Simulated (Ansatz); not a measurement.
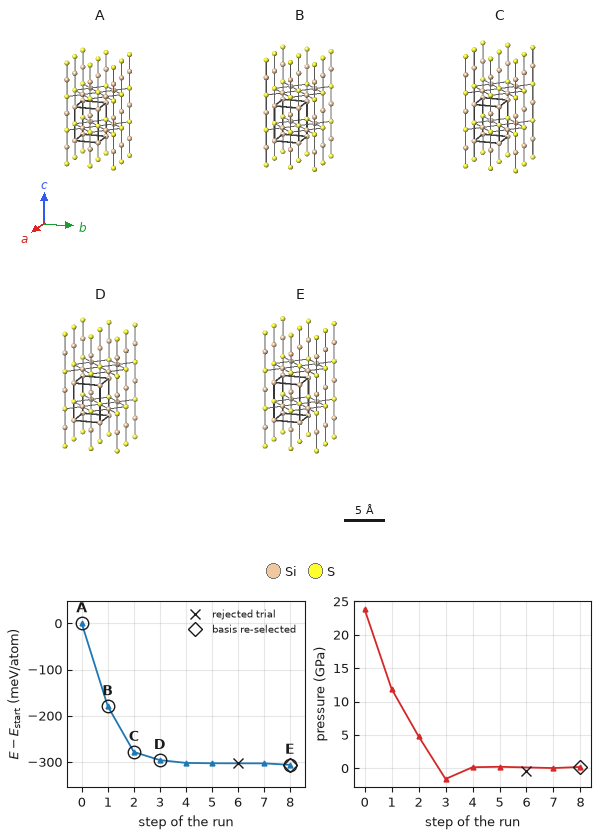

Frames of a relaxation of crystalline Si2S (a generated structure, set up in P4/mmm) (coarse preliminary run), marked on the history of the run. The picture is a ball-and-stick view of the cell of the calculation, repeated 2 × 2 × 2 with one cell outlined, seen slightly off an axis.

These are results of Ansatz 0.2.0, DFT PBE, scalar-relativistic, plane waves, PAW, not measurements.

The input:
```yaml
crystal:
  lattice:
    - [3.1506265, 0.0, 0.0]
    - [0.0, 3.1506265, 0.0]
    - [0.0, 0.0, 4.45565873]
  atoms:
    - { symbol: Si, position: [0.0, 0.0, 0.0] }
    - { symbol: Si, position: [0.5, 0.5, 0.5] }
    - { symbol: S, position: [0.0, 0.0, 0.5] }
basis:
  ecutwfc: 420
kpoints:
  mp_grid: { grid: [6, 6, 4] }
hamiltonian:
  xc: pbe
scf:
  occupations: { method: gaussian, width: 0.1 }
  lower_state_search: "off"
output:
  forces: true
  stress: true
  eigenvalues: true
relax:
  adjacent_minimum: "off"
  f_tol: 0.04
  max_steps: 70
  cell: { stress_tol: 0.4 }
```

Run as
```bash
ansatz run input.yaml --threads 1 --pin off --max-ram 2048MiB --backend cpu --events-out ev --progress --plain --runs-dir out
```

### Describe the path.

No atom moves by more than 0.005 Å relative to the cell. Cell: a = b 3.151 → 3.467 Å (+10.0 %), c 4.456 → 5.011 Å (+12.5 %). Volume +36.2 %. Near-neighbour distances that change, for instance: Si1–S3 2.228 → 2.506 Å, Si2–S3 2.228 → 2.452 Å. The space group stays P4/mmm (No. 123). Over 6 accepted moves (8 points after the start) the energy falls by 306 meV per atom. All forces vanish by symmetry, so only the cell relaxes. The pressure goes from 23.84 to 0.20 GPa. The line search rejected the trial step at point 6 of the run. The SCF was repeated once at an unchanged geometry on a basis and grid sized afresh for the cell, which shifted the energy by 3.2 meV per atom at most. Cost: 11 s on 1 thread of Arm Neoverse V1 (shared host), peak memory 0.31 GiB. From step 0 to 1: volume +11.3 %, energy −179 meV per atom. From step 1 to 2: volume +11.7 %, energy −98.8 meV per atom. From step 2 to 3: volume +11.9 %, energy −17.6 meV per atom. From step 3 to 8: volume −2.1 %, energy −10.2 meV per atom.
